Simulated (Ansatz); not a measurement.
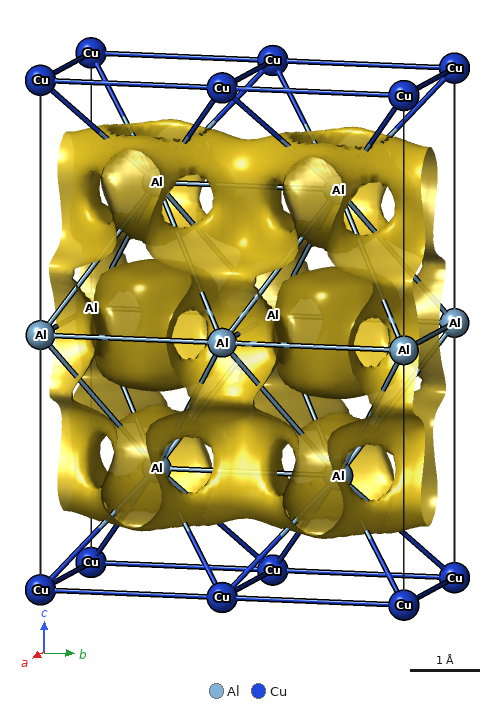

The picture shows: Al3Cu. Isosurface of the ELF at 0.55 (yellow), seen slightly off an axis. Only the valence region is drawn (cores and ρ < 0.01 e/Å³ removed). Sticks mark near contacts.

Space group P4/mmm; a structure from a database of computed crystals, not necessarily the ambient phase; computed without spin polarisation.

All numbers below come from DFT LDA, scalar-relativistic, plane waves, PAW in Ansatz 0.2.0.

**Identify the bonds, lone pairs and shells in this picture.**

The ELF exceeds this value in sheets that run through the cell in two directions, counted in one cell of 8 atoms. Regions shared between cells count once. Along the contacts the grid gives the following. Al–Cu (2.55 Å): the ELF is about 0.45 at the midpoint. Al–Al (2.76 Å): the ELF peaks at about 0.65 between the atoms.
